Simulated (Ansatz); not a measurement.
## WS2: a changed input and its effect

System: WS2 (P-6m2, 36 atoms in the cell).
Method of the first run: DFT PBE+D3(BJ), scalar-relativistic, plane waves, PAW, no spin polarisation (Ansatz 0.2.0).

The structure derives from a Materials Project entry. Text and figures count atoms from 1; the logs count them from 0 in places.

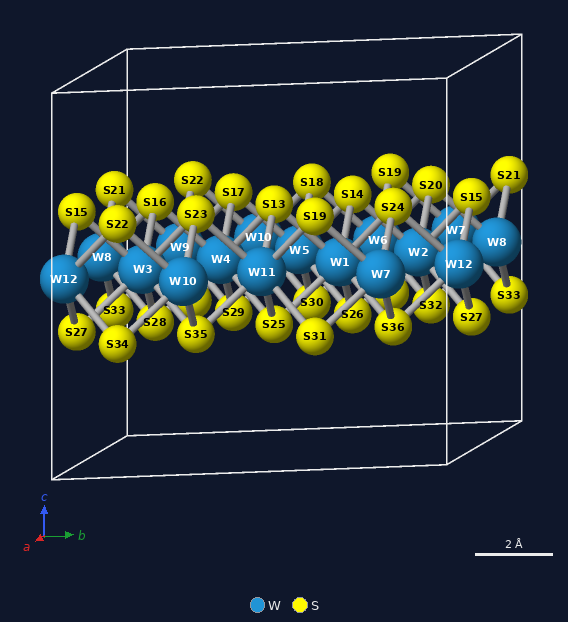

The input geometry (ball-and-stick view of the cell of the calculation, with the vacuum cut short, seen slightly off an axis; atoms are numbered from 1 in the order of the input). An atom can appear more than once, as a periodic image.

### Input, the first run
```yaml
crystal:
  lattice:
    - [0.0, -10.9455797038, 0.0]
    - [-9.4791500826, 5.4727898519, 0.0]
    - [0.0, 0.0, -16.939467192]
  atoms:
    - { symbol: W, position: [0.6666666667, 0.6666666667, 0.0] }
    - { symbol: W, position: [0.5, 0.8333333333, 0.0] }
    - { symbol: W, position: [0.6666666667, 0.1666666667, 0.0] }
    - { symbol: W, position: [0.5, 0.3333333333, 0.0] }
    - { symbol: W, position: [0.3333333333, 0.5, 0.0] }
    - { symbol: W, position: [0.1666666667, 0.6666666667, 0.0] }
    - { symbol: W, position: [0.0, 0.8333333333, 0.0] }
    - { symbol: W, position: [0.3333333333, 0.0, 0.0] }
    - { symbol: W, position: [0.1666666667, 0.1666666667, 0.0] }
    - { symbol: W, position: [0.0, 0.3333333333, 0.0] }
    - { symbol: W, position: [0.8333333333, 0.5, 0.0] }
    - { symbol: W, position: [0.8333333333, 1.0, 0.0] }
    - { symbol: S, position: [0.6666666667, 0.5, 0.0930373795] }
    - { symbol: S, position: [0.5, 0.6666666667, 0.0930373795] }
    - { symbol: S, position: [0.6666666667, 0.0, 0.0930373795] }
    - { symbol: S, position: [0.5, 0.1666666667, 0.0930373795] }
    - { symbol: S, position: [0.3333333333, 0.3333333333, 0.0930373795] }
    - { symbol: S, position: [0.1666666667, 0.5, 0.0930373795] }
    - { symbol: S, position: [0.0, 0.6666666667, 0.0930373795] }
    - { symbol: S, position: [0.3333333333, 0.8333333333, 0.0930373795] }
    - { symbol: S, position: [0.1666666667, 1.0, 0.0930373795] }
    - { symbol: S, position: [1.0, 0.1666666667, 0.0930373795] }
    - { symbol: S, position: [0.8333333333, 0.3333333333, 0.0930373795] }
    - { symbol: S, position: [0.8333333333, 0.8333333333, 0.0930373795] }
    - { symbol: S, position: [0.6666666667, 0.5, 0.9069626205] }
    - { symbol: S, position: [0.5, 0.6666666667, 0.9069626205] }
    - { symbol: S, position: [0.6666666667, 0.0, 0.9069626205] }
    - { symbol: S, position: [0.5, 0.1666666667, 0.9069626205] }
    - { symbol: S, position: [0.3333333333, 0.3333333333, 0.9069626205] }
    - { symbol: S, position: [0.1666666667, 0.5, 0.9069626205] }
    - { symbol: S, position: [0.0, 0.6666666667, 0.9069626205] }
    - { symbol: S, position: [0.3333333333, 0.8333333333, 0.9069626205] }
    - { symbol: S, position: [0.1666666667, 1.0, 0.9069626205] }
    - { symbol: S, position: [1.0, 0.1666666667, 0.9069626205] }
    - { symbol: S, position: [0.8333333333, 0.3333333333, 0.9069626205] }
    - { symbol: S, position: [0.8333333333, 0.8333333333, 0.9069626205] }
basis:
  ecutwfc: 420
  xc_grid: 2
kpoints:
  mp_grid: { grid: [2, 2, 2], shift: [0.0, 0.0, 0.0] }
hamiltonian:
  xc: pbe
  dispersion: d3bj
scf:
  occupations: { method: gaussian, width: 0.01 }
output:
  forces: true
  stress: true
  eigenvalues: true
  write_density: true
  write_potential: true
  elf: true
  volumetric_format: npy
```

Command:
```bash
ansatz run input.yaml --threads 4 --pin off --max-ram 10240MiB --backend cpu --events-out ev --progress --plain --runs-dir out
```

Hardware: 4 threads of Oxide Virtual Turin-like (Zen 5), 32 GiB of memory available, shared host.

### Output, shortened to warnings, some set-up lines, iterations and results (the first run)
```
WARN: The output density's exchange-correlation potential varies sharply where the density is thin. Do not read a vacuum level from v_tot or v_xc, or from such a field of the output density. On a cell that repeats whose density bears no net charge and no dipole along the vacuum's axis use v_es (v_loc + v_h of the components); under efield.dipole_correction with no amplitude use v_es + v_field, …
Basis set: ecut = 420 eV, 34413 PW (Γ), exchange–correlation on 150×150×240 points (8 copies of the dense FFT grid, shifted against one another)
Symmetry: 144 space group operations
k-points: 4 of 8
Initial density: superposition of atomic densities (neutral atoms: chi_scale 0, normalization atom), corrected by the library's trained network
[...]
SCF iter   1: F=—  HF=-146308.250299 eV  |F-HF|=—  |Δ(HF+E_count)|=         —  Δρ=3.51e-3  dr2=2.71e-1  ethr=1.77e-3  ⟨swp⟩=7.5  Hψ=3596  notcnv=0  defer=4
SCF iter   2: F=—  HF=-146308.278523 eV  |F-HF|=—  |Δ(HF+E_count)|=   2.82e-2  Δρ=1.96e-3  dr2=6.24e-2  ethr=8.69e-5  ⟨swp⟩=3.5  Hψ=1395  notcnv=0  defer=100
SCF iter   3: F=—  HF=-146308.293165 eV  |F-HF|=—  |Δ(HF+E_count)|=   1.46e-2  Δρ=1.13e-3  dr2=1.16e-2  ethr=2.00e-5  ⟨swp⟩=2.5  Hψ=1076  notcnv=0  defer=100
SCF iter   4: F=—  HF=-146308.307920 eV  |F-HF|=—  |Δ(HF+E_count)|=   1.48e-2  Δρ=2.79e-4  dr2=8.40e-4  ethr=3.72e-6  ⟨swp⟩=2.0  Hψ=1144  notcnv=0  defer=100
SCF iter   5: F=—  HF=-146308.308763 eV  |F-HF|=—  |Δ(HF+E_count)|=   8.43e-4  Δρ=5.36e-5  dr2=1.07e-4  ethr=2.69e-7  ⟨swp⟩=2.0  Hψ=1198  notcnv=0  defer=100
SCF iter   6: F=—  HF=-146308.308723 eV  |F-HF|=—  |Δ(HF+E_count)|=   3.97e-5  Δρ=4.75e-6  dr2=6.95e-7  ethr=3.42e-8  ⟨swp⟩=2.2  Hψ=1114  notcnv=0  defer=100
SCF iter   7: F=—  HF=-146308.309896 eV  |F-HF|=—  |Δ(HF+E_count)|=   1.17e-3  Δρ=2.56e-6  dr2=2.27e-7  ethr=3.21e-11  ⟨swp⟩=23.0  Hψ=8131  notcnv=0
SCF iter   8: F=-146308.309896 eV  HF=-146308.309896 eV  |F-HF|=1.14e-8  |Δ(HF+E_count)|=   3.14e-8  Δρ=5.49e-7  dr2=1.44e-8  ethr=3.21e-11  ⟨swp⟩=10.5  Hψ=5436  notcnv=0
SCF 1 converged in 8 iterations: F = -146308.309896 eV  dr2 = 1.44e-8
WARN: The output density's exchange-correlation potential varies sharply where the density is thin. Do not read a vacuum level from v_tot or v_xc, or from such a field of the output density. On a cell that repeats whose density bears no net charge and no dipole along the vacuum's axis use v_es …
SCF converged after 8 iterations
Free energy (F): -146308.309896 eV
Harris-Foulkes:  -146308.309896 eV  (|F-HF|=1.14e-8)
Internal energy: -146308.309896 eV  (E = F + TS)
E sigma→0 (E₀):  -146308.309896 eV
Fermi energy:    1.369755 eV
--- Per-component energies (eV) ---
  E_band       = -5562.600412
  E_kinetic    = 7995.632909
  E_local      = -149944.151542  (includes V_loc(G=0)·N_el)
  E_nonlocal   = 687.446166
  E_hartree    = 71149.544777
  E_xc         = -5545.425028
  E_vxc        = -4979.472844  (∫ρ·V_xc dr)
  E_paw        = -117157.536884  (= ΣΔE_a)
[...]
```

For the second run the input was changed thus:
```diff
+  symmetry: { detect: false }
-  ecutwfc: 420
+  mixing: { preconditioner: ldos }
-  write_density: true
-  write_potential: true
-  elf: true
-  volumetric_format: npy
+accuracy: low
```

Predict how the results change.

The energy doesn't change within 0.01 meV per atom. The SCF takes 11 iterations against 8. The irreducible k-points go from 4 to 8. On the same kind of shared host the second run took about 1.4 times as long.

### Output, shortened to warnings, some set-up lines, iterations and results (the second run)
```
Basis set: ecut = 420 eV, 34413 PW (Γ), exchange–correlation on 150×150×240 points (8 copies of the dense FFT grid, shifted against one another)
Symmetry: 1 space group operations
k-points: 8
Initial density: superposition of atomic densities (neutral atoms: chi_scale 0, normalization atom), corrected by the library's trained network
[...]
SCF iter   1: F=—  HF=-146308.250583 eV  |F-HF|=—  |Δ(HF+E_count)|=         —  Δρ=3.51e-3  dr2=2.71e-1  ethr=1.77e-3  ⟨swp⟩=7.8  Hψ=7188  notcnv=0  defer=4
SCF iter   2: F=—  HF=-146309.137345 eV  |F-HF|=—  |Δ(HF+E_count)|=   8.87e-1  Δρ=8.51e-3  dr2=5.17e0  ethr=8.69e-5  ⟨swp⟩=4.8  Hψ=3764  notcnv=0  defer=236
SCF iter   3: F=—  HF=-146308.322058 eV  |F-HF|=—  |Δ(HF+E_count)|=   8.15e-1  Δρ=1.15e-3  dr2=8.19e-2  ethr=8.69e-5  ⟨swp⟩=4.8  Hψ=3202  notcnv=0  defer=236
SCF iter   4: F=—  HF=-146308.308827 eV  |F-HF|=—  |Δ(HF+E_count)|=   1.32e-2  Δρ=1.35e-4  dr2=9.23e-4  ethr=2.62e-5  ⟨swp⟩=4.2  Hψ=2445  notcnv=0  defer=92
SCF iter   5: F=—  HF=-146308.310041 eV  |F-HF|=—  |Δ(HF+E_count)|=   1.21e-3  Δρ=3.39e-4  dr2=1.20e-2  ethr=2.96e-7  ⟨swp⟩=3.0  Hψ=3282  notcnv=0  defer=92
SCF iter   6: F=—  HF=-146308.308725 eV  |F-HF|=—  |Δ(HF+E_count)|=   1.32e-3  Δρ=2.37e-5  dr2=2.90e-5  ethr=2.96e-7  ⟨swp⟩=3.1  Hψ=3328  notcnv=0  defer=92
SCF iter   7: F=—  HF=-146308.309902 eV  |F-HF|=—  |Δ(HF+E_count)|=   1.18e-3  Δρ=2.46e-5  dr2=5.42e-5  ethr=9.31e-9  ⟨swp⟩=2.6  Hψ=2537  notcnv=0  defer=92
SCF iter   8: F=—  HF=-146308.309896 eV  |F-HF|=—  |Δ(HF+E_count)|=   5.82e-6  Δρ=8.98e-6  dr2=6.92e-6  ethr=9.31e-9  ⟨swp⟩=2.5  Hψ=2024  notcnv=0  defer=92
SCF iter   9: F=—  HF=-146308.309896 eV  |F-HF|=—  |Δ(HF+E_count)|=   5.72e-7  Δρ=5.07e-6  dr2=1.45e-6  ethr=2.22e-9  ⟨swp⟩=2.8  Hψ=2274  notcnv=0  defer=92
SCF iter  10: F=—  HF=-146308.309895 eV  |F-HF|=—  |Δ(HF+E_count)|=   9.81e-8  Δρ=2.61e-6  dr2=3.73e-7  ethr=4.65e-10  ⟨swp⟩=2.4  Hψ=2043  notcnv=0  defer=92
SCF iter  11: F=-146308.309896 eV  HF=-146308.309895 eV  |F-HF|=8.98e-8  |Δ(HF+E_count)|=   1.33e-8  Δρ=1.03e-6  dr2=1.91e-8  ethr=3.21e-11  ⟨swp⟩=13.8  Hψ=6272  notcnv=0
SCF 1 converged in 11 iterations: F = -146308.309896 eV  dr2 = 1.91e-8
SCF converged after 11 iterations
Free energy (F): -146308.309896 eV
Harris-Foulkes:  -146308.309895 eV  (|F-HF|=8.98e-8)
Internal energy: -146308.309896 eV  (E = F + TS)
E sigma→0 (E₀):  -146308.309896 eV
Fermi energy:    1.369800 eV
--- Per-component energies (eV) ---
  E_band       = -5562.587983
  E_kinetic    = 7995.631944
  E_local      = -149944.133682  (includes V_loc(G=0)·N_el)
  E_nonlocal   = 687.445477
  E_hartree    = 71149.528056
  E_xc         = -5545.425172
  E_vxc        = -4979.473018  (∫ρ·V_xc dr)
  E_paw        = -117157.536226  (= ΣΔE_a)
  E_vpaw       = -1621.109951  (= ΣTr[D̂ρ^β])
  E_aug_tail   = -0.000744  (compensation charges beyond the density's cutoff)
  E_ewald      = 46517.368901
  E_disp       = -11.188449  (pairwise vdW)
  E_smearing   = -0.000000  (= −TS)
  E_closure    = -0.000000  (closes the sum)
  Σ components = -146308.309896   (vs F -146308.309896, Δ=0.00e0)
--- Forces (eV/Å), atoms counted from 1 ---
  atom   1  W     -0.00000597     0.00000090     0.00000947
  atom   2  W      0.00000136     0.00000078     0.00000667
  atom   3  W      0.00000055     0.00000118     0.00000787
  atom   4  W      0.00000551     0.00000562     0.00000930
  atom   5  W      0.00000001     0.00000140     0.00000701
  atom   6  W     -0.00000096    -0.00000154     0.00001053
  atom   7  W     -0.00000163     0.00000095     0.00000890
  atom   8  W     -0.00000099     0.00000157     0.00001135
  atom   9  W      0.00000003    -0.00000590     0.00000838
  atom  10  W     -0.00000441     0.00000124     0.00001059
  atom  11  W     -0.00000025    -0.00000439     0.00000438
  atom  12  W      0.00000645    -0.00000163     0.00001263
  atom  13  S      0.00000025    -0.00000111    -0.00428708
  atom  14  S      0.00001251     0.00000097    -0.00428527
  atom  15  S     -0.00001152    -0.00000651    -0.00428038
  atom  16  S      0.00000078    -0.00000520    -0.00427760
  atom  17  S     -0.00000800     0.00000164    -0.00427908
  atom  18  S     -0.00000854    -0.00000741    -0.00427770
  atom  19  S      0.00000049    -0.00000373    -0.00427952
  atom  20  S      0.00000346     0.00001039    -0.00428593
  atom  21  S      0.00000255    -0.00000230    -0.00428445
  atom  22  S      0.00000959     0.00000263    -0.00428769
  atom  23  S      0.00000405     0.00000810    -0.00428186
  atom  24  S     -0.00000553     0.00000243    -0.00427731
  atom  25  S     -0.00000058    -0.00000004     0.00428592
  atom  26  S      0.00001206    -0.00000013     0.00428569
  atom  27  S     -0.00001179    -0.00000730     0.00427975
  atom  28  S      0.00000218    -0.00000463     0.00427606
  atom  29  S     -0.00000719     0.00000190     0.00427877
[...]
```

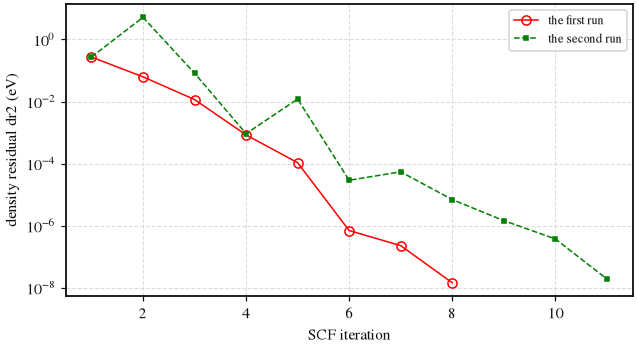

Convergence of the two runs: density residual dr2 against the SCF iteration. The first run takes 8 iterations in all, and the second run takes 11.

### The two runs side by side

| quantity | the first run | the second run |
| --- | --- | --- |
| outcome | converged | converged |
| free energy per atom (eV) | −4064.1197 | −4064.1197 |
| gap on the mesh (eV) | 1.92 | 1.92 |
| pressure (GPa) | −0.01 | −0.01 |
| largest force (eV/Å) | 0.004 | 0.004 |
| SCF iterations | 8 | 11 |
| irreducible k-points | 4 | 8 |
| plane waves at Γ | 34413 | 34413 |
| wall time (shared host) | 36 s | 52 s |

For both runs: Spin–orbit coupling is left out, which matters for W. For the first run: Warnings: the exchange-correlation potential is rough where the density is thin. For the second run: These settings are looser than, or depart from, a standard set-up, so the numbers are not reference values for this system. The input asks for low accuracy. So coarse a mesh can miss the band edges, so the true gap of this method can be much smaller, or zero.
